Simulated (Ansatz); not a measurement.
System: Al2Cu.

The calculation's input:

```
crystal:
  lattice:
    - [-3.0261888737, 2.9051413188, 2.4416174552]
    - [3.0261888737, -2.9051413188, 2.4416174552]
    - [3.0261888737, 2.9051413188, -2.4416174552]
  atoms:
    - { symbol: Al, position: [0.1587211841, 0.6587211841, 0.8174423682] }
    - { symbol: Al, position: [0.6587211841, 0.8412788159, 0.5] }
    - { symbol: Al, position: [0.8412788159, 0.3412788159, 0.1825576318] }
    - { symbol: Al, position: [0.3412788159, 0.1587211841, 0.5] }
    - { symbol: Cu, position: [0.75, 0.75, 0.0] }
    - { symbol: Cu, position: [0.25, 0.25, 0.0] }
basis:
  ecutwfc: 420
kpoints:
  mp_grid: { grid: [12, 12, 12] }
hamiltonian:
  xc: pbe
scf:
  occupations: { method: gaussian, width: 0.15 }
output:
  forces: true
  stress: true
  eigenvalues: true
  write_density: true
  write_potential: true
  elf: true
  volumetric_format: npy
```

Launched as:

```sh
ansatz run input.yaml --threads 1 --pin off --max-ram 2560MiB --backend cpu --events-out ev --progress --plain --runs-dir out
```

Below, planes, directions and counts refer to the conventional cell (a = 5.81 Å, b = 6.05 Å, c = 4.88 Å, α = 90.00°, β = 90.00°, γ = 90.00°).

Space group Ibam; changed on purpose from its base cell (strain -0.0400 x Voigt [0, 1, 0, 0, 0, 0], atoms carried along); computed pressure about 5 GPa in this cell; computed without spin polarisation.

Theory: DFT PBE, scalar-relativistic, plane waves, PAW (Ansatz).

### Predict the valence pseudo-density and electron localisation function between the atoms.

Al–Al (2.66 Å): ρ is about 0.27 e/Å³ halfway; the ELF peaks at about 0.85 between the atoms.

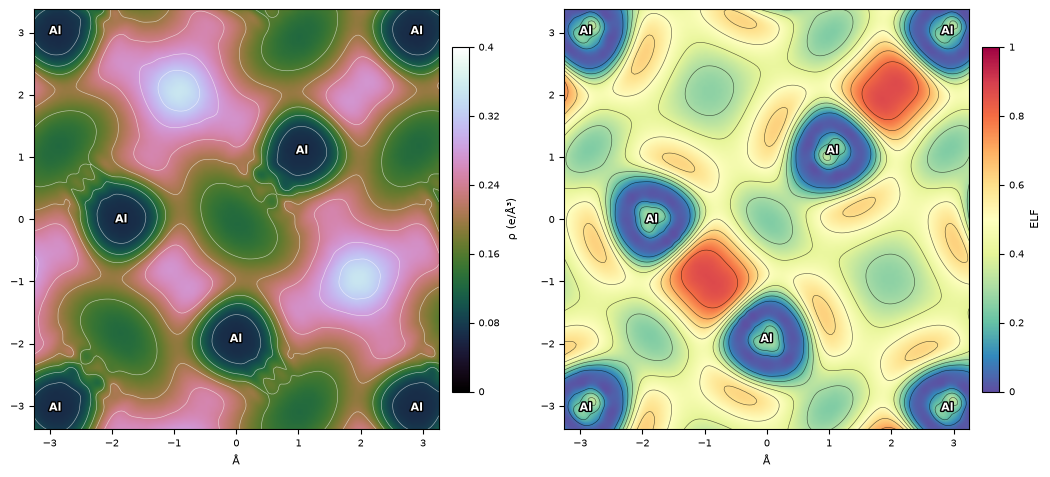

Computed valence pseudo-density and electron localisation function on the (001) plane of the conventional cell, in this order. 

Core electrons are frozen (PAW), and the valence fields are smoothed inside the atomic spheres.
